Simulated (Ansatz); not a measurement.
## How much does Sc in Ag(111), 2x2 scatter?

Wanted: the reflection from a plane of defects, Sc in Ag(111), 2x2, and the resistivity it implies.

Main program and level: Ansatz 0.2.0; Ansatz plane-wave DFT, PBE, PAW files; ballistic transport by layer matching (Landauer), zero bias; PAW set soft_1.

**1. Set-up**

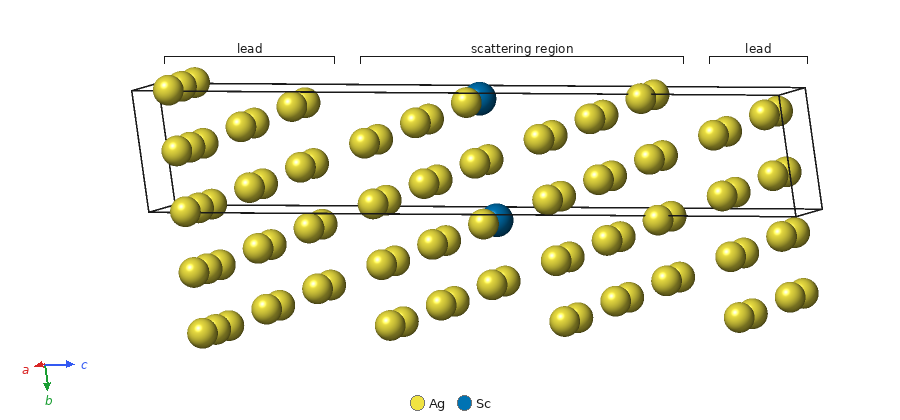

The starting structure, seen from the side, with the c axis across the page (silver yellow, scandium blue). 1×2×1 cells are drawn. Some periodic images of atoms are drawn too.

The cell holds 44 atoms: 43 Ag and 1 Sc. Its edges and angles: a = 5.779 Å, b = 5.779 Å, c = 26.004 Å, α = 86.8°, β = 93.2°, γ = 120.0°. It derives from Ag. Regions: lead, 24 atoms (24 Ag); scattering region, 20 atoms (19 Ag and 1 Sc). The structure is stacked along c, and the current runs across the ab planes.

**2. Transmission at ideal sites**

The defect sits in one plane of the supercell, all atoms on ideal sites; the layers about the cell's end are the lead. The mesh across the current, 10×10, is finer than the density's, because channels open and close sharply across the zone. Energies from -0.1 to 0.1 eV in steps of 0.05 eV are too few for the program's thermal sum, so it prints no conductance; for a metal the transmission near the Fermi level serves, at a fraction of the cost.

Input file input.yaml:

```yaml
crystal:
  lattice:
    - [5.7787594586, 0.0, 0.0]
    - [-2.8893797293, 5.0045524935, 0.0]
    - [-1.4446898646, 0.8340920822, 25.9508553696]
  atoms:
    - { symbol: Ag, position: [0.0075757576, 0.9924242424, 0.0454545455] }
    - { symbol: Ag, position: [0.0075757576, 0.4924242424, 0.0454545455] }
    - { symbol: Ag, position: [0.5075757576, 0.9924242424, 0.0454545455] }
    - { symbol: Ag, position: [0.5075757576, 0.4924242424, 0.0454545455] }
    - { symbol: Ag, position: [0.1893939394, 0.3106060606, 0.1363636364] }
    - { symbol: Ag, position: [0.1893939394, 0.8106060606, 0.1363636364] }
    - { symbol: Ag, position: [0.6893939394, 0.3106060606, 0.1363636364] }
    - { symbol: Ag, position: [0.6893939394, 0.8106060606, 0.1363636364] }
    - { symbol: Ag, position: [0.3712121212, 0.1287878788, 0.2272727273] }
    - { symbol: Ag, position: [0.3712121212, 0.6287878788, 0.2272727273] }
    - { symbol: Ag, position: [0.8712121212, 0.1287878788, 0.2272727273] }
    - { symbol: Ag, position: [0.8712121212, 0.6287878788, 0.2272727273] }
    - { symbol: Ag, position: [0.053030303, 0.946969697, 0.3181818182] }
    - { symbol: Ag, position: [0.053030303, 0.446969697, 0.3181818182] }
    - { symbol: Ag, position: [0.553030303, 0.946969697, 0.3181818182] }
    - { symbol: Ag, position: [0.553030303, 0.446969697, 0.3181818182] }
    - { symbol: Ag, position: [0.2348484848, 0.2651515152, 0.4090909091] }
    - { symbol: Ag, position: [0.2348484848, 0.7651515152, 0.4090909091] }
    - { symbol: Ag, position: [0.7348484848, 0.2651515152, 0.4090909091] }
    - { symbol: Ag, position: [0.7348484848, 0.7651515152, 0.4090909091] }
    - { symbol: Sc, position: [0.4166666667, 0.0833333333, 0.5] }
    - { symbol: Ag, position: [0.4166666667, 0.5833333333, 0.5] }
    - { symbol: Ag, position: [0.9166666667, 0.0833333333, 0.5] }
    - { symbol: Ag, position: [0.9166666667, 0.5833333333, 0.5] }
    - { symbol: Ag, position: [0.0984848485, 0.9015151515, 0.5909090909] }
    - { symbol: Ag, position: [0.0984848485, 0.4015151515, 0.5909090909] }
    - { symbol: Ag, position: [0.5984848485, 0.9015151515, 0.5909090909] }
    - { symbol: Ag, position: [0.5984848485, 0.4015151515, 0.5909090909] }
    - { symbol: Ag, position: [0.2803030303, 0.2196969697, 0.6818181818] }
    - { symbol: Ag, position: [0.2803030303, 0.7196969697, 0.6818181818] }
    - { symbol: Ag, position: [0.7803030303, 0.2196969697, 0.6818181818] }
    - { symbol: Ag, position: [0.7803030303, 0.7196969697, 0.6818181818] }
    - { symbol: Ag, position: [0.4621212121, 0.0378787879, 0.7727272727] }
    - { symbol: Ag, position: [0.4621212121, 0.5378787879, 0.7727272727] }
    - { symbol: Ag, position: [0.9621212121, 0.0378787879, 0.7727272727] }
    - { symbol: Ag, position: [0.9621212121, 0.5378787879, 0.7727272727] }
    - { symbol: Ag, position: [0.1439393939, 0.8560606061, 0.8636363636] }
    - { symbol: Ag, position: [0.1439393939, 0.3560606061, 0.8636363636] }
    - { symbol: Ag, position: [0.6439393939, 0.8560606061, 0.8636363636] }
    - { symbol: Ag, position: [0.6439393939, 0.3560606061, 0.8636363636] }
    - { symbol: Ag, position: [0.3257575758, 0.1742424242, 0.9545454545] }
    - { symbol: Ag, position: [0.3257575758, 0.6742424242, 0.9545454545] }
    - { symbol: Ag, position: [0.8257575758, 0.1742424242, 0.9545454545] }
    - { symbol: Ag, position: [0.8257575758, 0.6742424242, 0.9545454545] }
kpoints:
  mp_grid: { grid: [4, 4, 1] }
hamiltonian:
  xc: pbe
  pseudopotentials: { kind: paw, azcp: { folder: soft_1 } }
scf:
  occupations: { method: fermi_dirac, width: 0.1 }
output:
  transmission: { leads: [[0, 4]], kmesh: [10, 10], e_range: [-0.1, 0.1], de: 0.05 }
  write_potential: true
  write_density: true
  volumetric_format: npy
  elf: true
```

Started as:

```
$ ansatz run input.yaml --threads 4 --pin off --max-ram 15360MiB --backend cpu --events-out ev --progress --plain --runs-dir out
```

Numbers of over 12 decimals in the logs are rounded to 6 here.

The log of the run:

```text
Engine: ansatz 0.2.0, aarch64-unknown-linux-gnu
Pseudopotentials: kind: paw
Pseudopotential: Ag, paw, valence charge 19, recommended cutoff 420 eV (normal), soft_1/Ag.paw.azcp
Pseudopotential: Sc, paw, valence charge 11, recommended cutoff 420 eV (normal), soft_1/Sc.paw.azcp
Functional definition: PBE
  parameter kappa = 0.804
  parameter beta = 0.066725
  exchange = pbe_x(kappa = kappa, mu = beta*pi^2/3)
  correlation = pbe_c(beta = beta)
Crystal: 44 atoms, lattice volume = 750.501 Å³
Basis set: ecut = 420 eV, 14721 PW (Γ)
Bands: 497, of which v1, the nominal top of the filled ones, is band 414 counted from 1 (413 counted from 0)
Symmetry: 4 space group operations
Space group: C2/m (ITA 12), of the structure as read, at distance tolerance 9.1e-5 Å
k-points: 7 of 16
Non-local potential: Ag, projectors of the file, l = 0: 3, l = 1: 2, l = 2: 2, l = 3: 1
Non-local potential: Sc, projectors of the file, l = 0: 3, l = 1: 2, l = 2: 3, l = 3: 1
PAW form: soft (Blöchl's): semilocal exchange-correlation on the pseudo side does not see the compensation charge
PAW one-centre angular grid: Ag, 590 points (default); XC on 64 Gauss nodes
PAW one-centre angular grid: Sc, 590 points (default); XC on 64 Gauss nodes
Initial density: superposition of atomic densities (chi_scale 0.1, normalization cell, long waves 51 % of neutral atoms (reshape's long-wave potential 1.51 eV rms, cloud 3.15 Å wide))
Initial wavefunctions: pseudopotential atomic-orbital guess
Functional: x = pbe(κ = 0.804, μ = 0.219515), c = pbe(β = 0.066725)
SCF iter   1: F=—  HF=-328567.173830 eV  |F-HF|=—  |Δ(HF+E_count)|=         —  Δρ=1.50e-1  dr2=1.30e3  ethr=3.10e-3  ⟨swp⟩=4.0  Hψ=10388  notcnv=0  defer=72
preconditioner: auto → Kerker (q_TF=auto, 2.773 Å⁻¹)  [metal: Δε(μ)=0.024 eV  Ē_g=9.702 eV  σ=0.100 eV  W_gap=0.06  n_scr=292 (ndim 8)  ℏωp=29.6 eV  f_vac=0.000  D(μ)=14.48/eV (n_scr^D=82)]
SCF iter   2: F=—  HF=-328539.790151 eV  |F-HF|=—  |Δ(HF+E_count)|=    2.74e1  Δρ=4.92e-2  dr2=4.31e2  ethr=3.10e-3  ⟨swp⟩=2.1  Hψ=5866  notcnv=0  defer=415
SCF iter   3: F=—  HF=-328533.325057 eV  |F-HF|=—  |Δ(HF+E_count)|=    6.47e0  Δρ=1.66e-2  dr2=5.60e1  ethr=3.10e-3  ⟨swp⟩=2.0  Hψ=4127  notcnv=0  defer=406
SCF iter   4: F=—  HF=-328532.354656 eV  |F-HF|=—  |Δ(HF+E_count)|=   9.70e-1  Δρ=8.53e-3  dr2=1.72e1  ethr=3.10e-3  ⟨swp⟩=2.0  Hψ=4125  notcnv=0  defer=406
SCF iter   5: F=—  HF=-328531.912691 eV  |F-HF|=—  |Δ(HF+E_count)|=   4.42e-1  Δρ=4.38e-3  dr2=1.55e0  ethr=2.08e-3  ⟨swp⟩=2.1  Hψ=3201  notcnv=0  defer=406
SCF iter   6: F=—  HF=-328531.836532 eV  |F-HF|=—  |Δ(HF+E_count)|=   7.62e-2  Δρ=1.56e-3  dr2=1.07e-1  ethr=1.87e-4  ⟨swp⟩=1.7  Hψ=4069  notcnv=0  defer=404
SCF iter   7: F=—  HF=-328531.831491 eV  |F-HF|=—  |Δ(HF+E_count)|=   5.04e-3  Δρ=5.37e-4  dr2=5.55e-3  ethr=1.30e-5  ⟨swp⟩=2.0  Hψ=3161  notcnv=0  defer=404
SCF iter   8: F=—  HF=-328531.831124 eV  |F-HF|=—  |Δ(HF+E_count)|=   3.67e-4  Δρ=1.71e-4  dr2=9.99e-4  ethr=6.71e-7  ⟨swp⟩=2.6  Hψ=5701  notcnv=0  defer=404
SCF iter   9: F=—  HF=-328531.831112 eV  |F-HF|=—  |Δ(HF+E_count)|=   1.23e-5  Δρ=5.25e-5  dr2=1.29e-4  ethr=1.21e-7  ⟨swp⟩=2.0  Hψ=4808  notcnv=0  defer=404
SCF iter  10: F=—  HF=-328531.831009 eV  |F-HF|=—  |Δ(HF+E_count)|=   1.03e-4  Δρ=1.64e-5  dr2=9.55e-6  ethr=1.56e-8  ⟨swp⟩=2.0  Hψ=4817  notcnv=0  defer=404
SCF iter  11: F=—  HF=-328531.831820 eV  |F-HF|=—  |Δ(HF+E_count)|=   8.11e-4  Δρ=6.30e-6  dr2=1.07e-6  ethr=1.15e-9  ⟨swp⟩=2.0  Hψ=5473  notcnv=0  defer=404
SCF iter  12: F=—  HF=-328531.831820 eV  |F-HF|=—  |Δ(HF+E_count)|=   6.36e-8  Δρ=2.03e-6  dr2=1.53e-7  ethr=1.30e-10  ⟨swp⟩=2.0  Hψ=5654  notcnv=0  defer=404
SCF iter  13: F=-328531.831820 eV  HF=-328531.831820 eV  |F-HF|=5.59e-9  |Δ(HF+E_count)|=   8.09e-9  Δρ=5.51e-7  dr2=7.05e-9  ethr=1.21e-11  ⟨swp⟩=9.6  Hψ=13665  notcnv=0
SCF 1 converged in 13 iterations: F = -328531.831820 eV  dr2 = 7.05e-9
  greatest PAW one-centre occupation: 1.001 electrons in one spin orbital (limit 2), on the Ag atom at site 22 (counted from 0), in its partial waves of l = 0
transmission: 104 of 1023 steps passed
transmission: 212 of 1023 steps passed
[...]
transmission: 1023 of 1023 steps passed
SCF converged after 13 iterations
Free energy (F): -328531.831820 eV
Harris-Foulkes:  -328531.831820 eV  (|F-HF|=5.59e-9)
Internal energy: -328531.337553 eV  (E = F + TS)
E sigma→0 (E₀):  -328531.584686 eV
Entropy (-TS):   -0.494267 eV (-11.233 meV/atom)
Fermi energy:    17.179850 eV
--- Per-component energies (eV) ---
  E_band       = -10310.156542
  E_kinetic    = 20327.165259
  E_local      = -91491.387359  (includes V_loc(G=0)·N_el)
  E_nonlocal   = 1501.448810
  E_hartree    = 44897.820594
  E_xc         = -6935.741754
  E_vxc        = -8777.009962  (∫ρ·V_xc dr)
  E_paw        = -171065.309958  (= ΣΔE_a)
  E_vpaw       = -21666.023712  (= ΣTr[D̂ρ^β])
  E_aug_tail   = 0.016187  (compensation charges beyond the density's cutoff)
  E_ewald      = -125765.349333
  E_smearing   = -0.494267  (= −TS)
  E_closure    = 0.000000  (closes the sum)
  Σ components = -328531.831820   (vs F -328531.831820, Δ=0.00e0)
--- Band table (eV; the first three rows and the last of 7) ---
  k-point 0: bands = [... 410 lower, 17.2457, 17.5019, 17.5239, 17.5852, 17.8154, 17.8778, 17.8978, 18.0570, ... 79 higher]
  k-point 1: bands = [... 410 lower, 16.8610, 16.9384, 16.9873, 17.0978, 17.2549, 17.2916, 17.3549, 17.4400, ... 79 higher]
  k-point 2: bands = [... 410 lower, 16.8136, 16.8811, 16.9634, 17.0194, 17.0548, 17.0882, 17.1596, 17.3432, ... 79 higher]
  k-point 6: bands = [... 410 lower, 16.7622, 16.7750, 16.8129, 17.1317, 17.1634, 17.2680, 17.3580, 17.3625, ... 79 higher]
--- Transmission ---
  basis      : 253 plane waves across, 33 finite elements along
  points     : 31, standing for a mesh of 10 x 10
  energies   : 5 from -0.100000 to 0.100000 eV about the Fermi level, 0.050000 eV apart; the leads are filled to 0.000000 eV, and channels, transmission and decay are at 0.000000 eV
  crystal 0  : Ag4, at the sites [0, 4], period 2.3592 Å, over 23.59 Å; its Hamiltonian steps by up to 6.6 meV
    offset         : up to 0.0000 Å between an atom of the period and one for which it stands
    channels       : 3.210000e0 a spin
    conductance    : none, the energies end too early or step too widely for 300 K: set another output.transmission.e_range or a lower de, or, where they end at an eighth of basis.ecutwfc, a higher one
  junction   : crystal 0 to crystal 0, 0.70 to 24.29 Å
    transmission   : 2.329564e0 a spin
    conductance    : none, the energies end too early or step too widely for 300 K: set another output.transmission.e_range or a lower de, or, where they end at an eighth of basis.ecutwfc, a higher one
```

Run time: 7.8 min. Hardware: 4 threads of Arm Neoverse V2, shared host; peak memory 6.4 GiB; 23 min of CPU time.

In the SCF lines HF is the Harris–Foulkes energy and dr2 the Hartree energy of the density residual, in eV; the loop may stop once dr2 is under the threshold and the program's other checks hold. Hψ counts applications of the Hamiltonian.

This step gave:

| Item | Value |
| --- | --- |
| free energy | -328531.8318 eV |
| energy at zero smearing | -328531.5847 eV |
| Fermi energy | 17.18 eV |
| cell area | 28.92 Å² |
| transmission per spin nearest the Fermi level | 2.330 |
| open channels per spin nearest the Fermi level | 3.21 |
| step of the lead's potential | 6.6 meV |

Per spin. Table of transmission, zone mean by energy, zero at the Fermi level:

| energy (eV) | transmission, zone mean |
| --- | --- |
| -0.1000 | 2.46 |
| -0.0500 | 2.40 |
| 0.0000 | 2.33 |
| 0.0500 | 2.22 |
| 0.1000 | 2.10 |

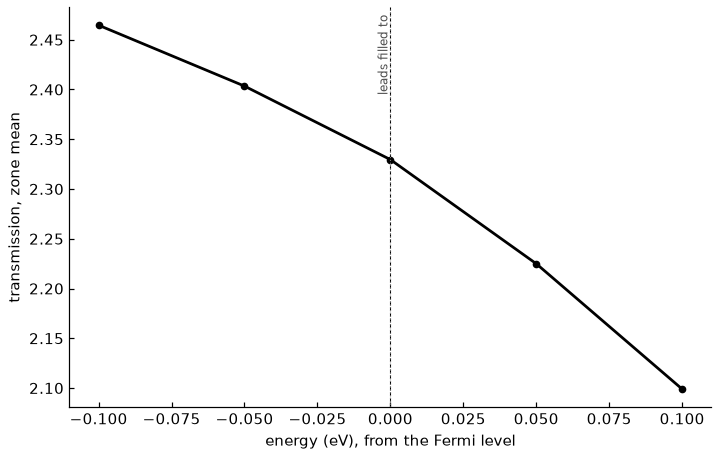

Transmission, zone mean against energy.

Per spin. The open channels, zone mean, lead stays at 3.21 for energy from -0.1 to 0.1 eV.

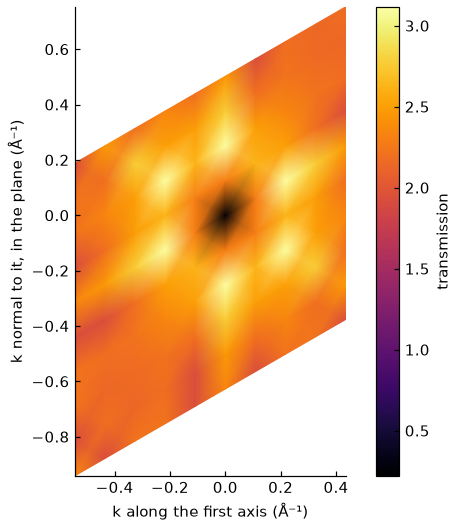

Transmission over k1 and k2. At 0.0000 eV from the Fermi level.

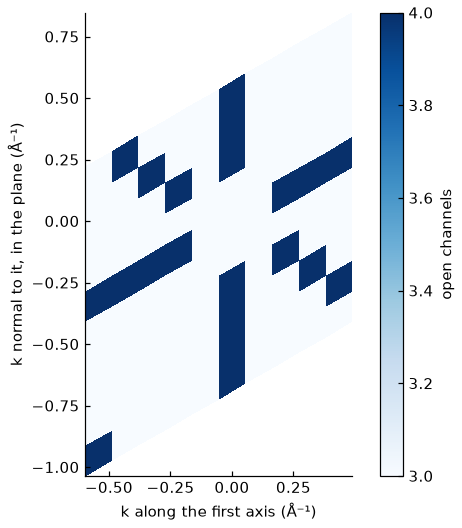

Open channels over k1 and k2. At 0.0000 eV from the Fermi level.

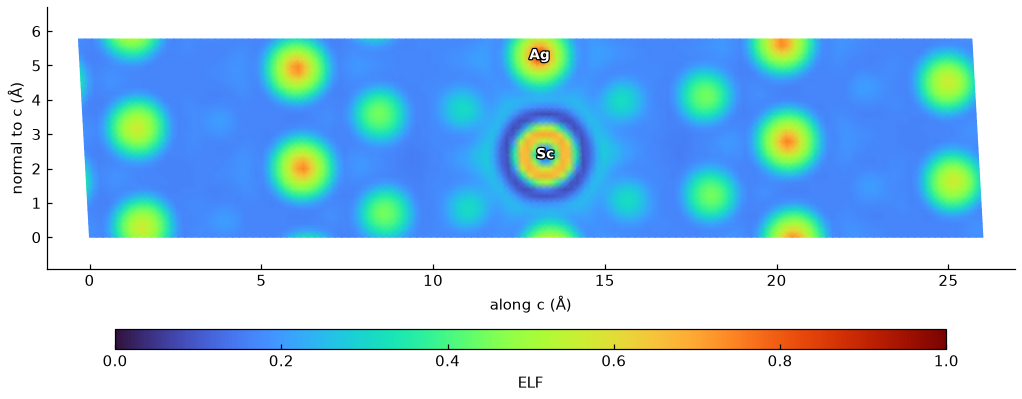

ELF in the ca plane at fractional y = 0.083, with atoms of Sc and Ag within 0.2 Å of it. It is the smooth field of the valence electrons, not physical close to the nuclei.

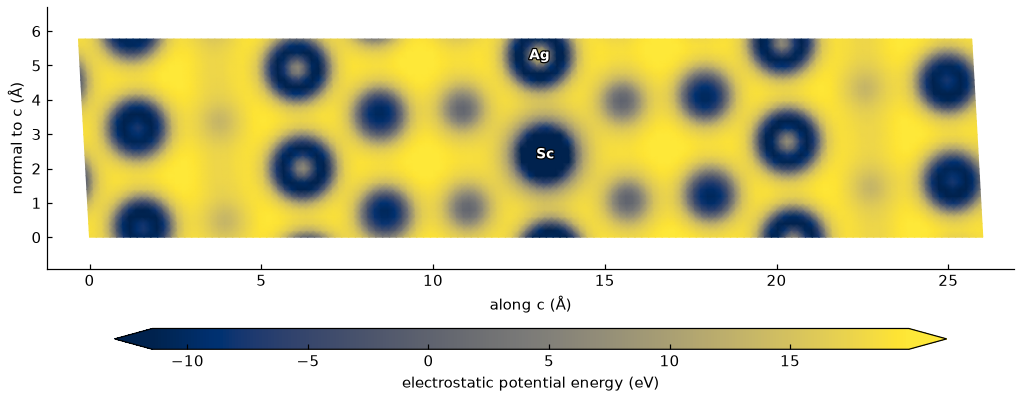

Electrostatic potential energy in the ca plane at fractional y = 0.083, with atoms of Sc and Ag within 0.2 Å of it. With pseudopotentials it is smooth inside the atoms' cores, unlike the true potential.

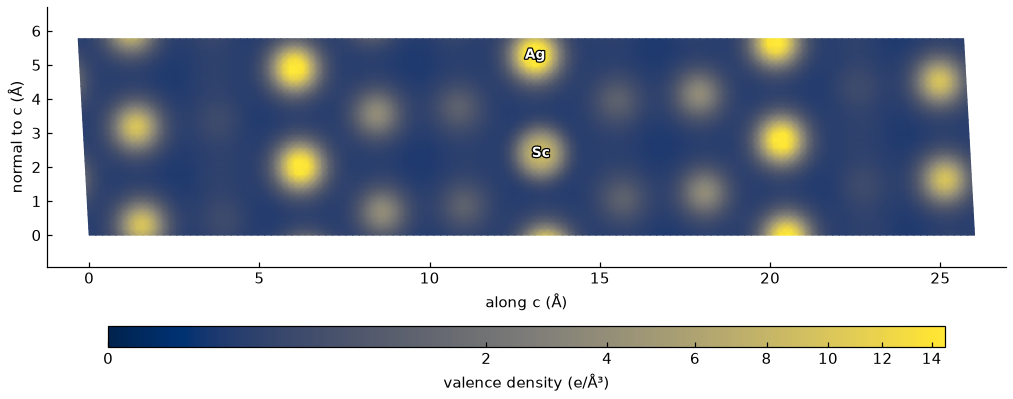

Valence density in the ca plane at fractional y = 0.083, with atoms of Sc and Ag within 0.2 Å of it. It is the smooth field of the valence electrons, not physical close to the nuclei. The colour scale is stretched toward low values.

Over the solved energies the transmission per spin lies between 2.10 and 2.46, out of 3.21 channels of the lead on average (up to 3.21).

**3. Resistance at ideal sites**

This step: Ansatz plane-wave DFT, PBE, PAW files; ballistic transport by layer matching (Landauer), zero bias; area resistance of the defect plane and resistivity an atomic per cent; PAW set soft_1 (Ansatz 0.2.0).

Numbers from this step:

| Property | Result |
| --- | --- |
| area resistance | 0.4466 fΩ m² |
| T over the leads' mean channel count | 0.7225 |
| resistivity per at.% scaled from this dense plane, with the factor 3/4 for isotropic scattering | 5.679 µΩ cm |

Averaged over the energies near the Fermi level, 72.3 % of the channels pass, which makes 0.447 fΩ m².

By hand, with T and the leads' channels N averaged over the energies near the Fermi level: RA = A (h/2e²)(1/T − 1/N) = 28.92×10⁻²⁰ m² × 12 906 Ω × (1/2.319 − 1/3.210) = 0.447 fΩ m². Per atomic per cent: RA × A / V_atom × 0.01 × 3/4 = 5.68 µΩ cm, with the host's V_atom = 17.06 Å³.

**4. Summary of results**

| Property | Result |
| --- | --- |
| share of channels that pass, rigid | 0.723 |
| area resistance, rigid | 0.447 fΩ m² |
| resistivity per at.% from the area resistance, times 3/4, rigid | 5.68 µΩ cm |

What this shows: The plane of defects adds 0.45 fΩ m². Scaled to one atomic per cent that is 7.6 µΩ cm as it stands and 5.7 with the factor 3/4 for isotropic scattering on a spherical Fermi surface; with the reflection in place of the resistance taken as linear in the density it would be 4.1. These are rough estimates of the dilute value, not bounds. One Sc in each 2x2 cell reflects 28 % of the lead's channels. The defects form a dense periodic sheet that scatters coherently, unlike a dilute random alloy. T and N are means over the solved energies nearest the Fermi level.

[Logs are printed without paths, hosts, clocks, repeated set-up lines and the standing remarks that a program may print on its own settings, such as how far it seeks lower states.]

[Hosts, paths, dates, database ids (printed as entryN), source tags and the programs' standing remarks are cut or masked in the printed files.]
